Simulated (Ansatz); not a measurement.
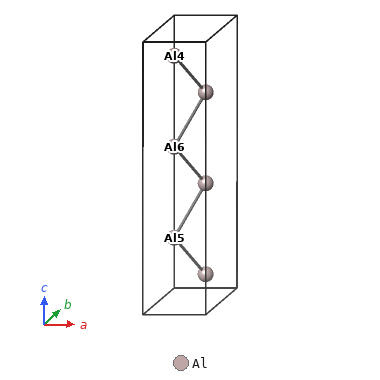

The system is Al (P6_3/mmc, No. 194; 6 atoms in the cell); the picture shows the reference structure. Gamma surface: rigid slide across a plane, one fault a cell; the plane is (0 0 1) of the conventional cell. Places are given modulo a cell vector. The map is drawn in real space over the plane of the slide. Nothing is relaxed (rigid halves, spacing across the cut fixed). The grid has 6 × 6 points; 10 points were computed and 26 follow by symmetry. All energies are given in J/m² relative to the perfect crystal. Computed with Ansatz, DFT PBEsol+D3(BJ), scalar-relativistic, plane waves, PAW. Settings: cutoff 420 eV, k-mesh 18×18×4 in the order of the run's cell vectors, gaussian smearing 0.15 eV, no spin polarisation.

Its coordinates:

```xyz
6
Lattice="-2.7899 0.0000 0.0000 -1.3950 -2.4161 0.0000 0.0000 0.0000 13.9413" Properties=species:S:1:pos:R:3 pbc="T T T"
Al   -2.7899   -1.6108    1.1620
Al   -2.7899   -1.6108    5.8091
Al   -2.7899   -1.6108   10.4562
Al   -1.3950   -0.8054   12.7797
Al   -1.3950   -0.8054    3.4856
Al   -1.3950   -0.8054    8.1326
```

Range: slide along a1 from 0.000 to 0.833; slide along a2 from 0.000 to 0.833.

Predict the map.

Answer. The lowest grid point is at (2/6, 2/6) of the cell vectors, −0.19 J/m² from the perfect crystal. There is a further well near (0/6, 0/6) of the cell vectors (0.19 J/m² above the lowest at that grid point). The highest grid point, (4/6, 4/6) of the cell vectors, lies 1.42 J/m² above the lowest. On the interpolated surface the easiest way out of the lowest well to the well at (0/6, 0/6) of the cell vectors passes a barrier of about 0.23 J/m².

| slide along a2 ↓, slide along a1 → | 0/6 | 1/6 | 2/6 | 3/6 | 4/6 | 5/6 |
| --- | --- | --- | --- | --- | --- | --- |
| 5/6 | 0.09 | 0.09 | 0.49 | 0.92 | 0.92 | 0.49 |
| 4/6 | 0.31 | 0.03 | 0.31 | 0.92 | 1.24 | 0.92 |
| 3/6 | 0.43 | −0.03 | −0.03 | 0.43 | 0.92 | 0.92 |
| 2/6 | 0.31 | −0.03 | −0.19 | −0.03 | 0.31 | 0.49 |
| 1/6 | 0.09 | 0.03 | −0.03 | −0.03 | 0.03 | 0.09 |
| 0/6 | 0.00 | 0.09 | 0.31 | 0.43 | 0.31 | 0.09 |

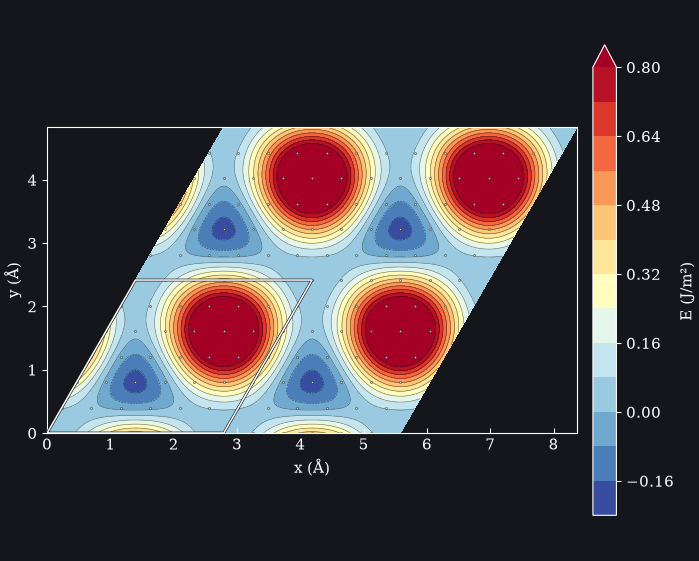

Drawn: filled contours, dots at the grid points, the outline of one cell of the 2 × 2 shown, one colour for all values above the top of the scale. Between grid points the surface is interpolated.

Time for the 10 points that were run: 7.5 min on 2 threads of Arm Neoverse N1, with other jobs on the host.

PAW datasets: the set soft_1.
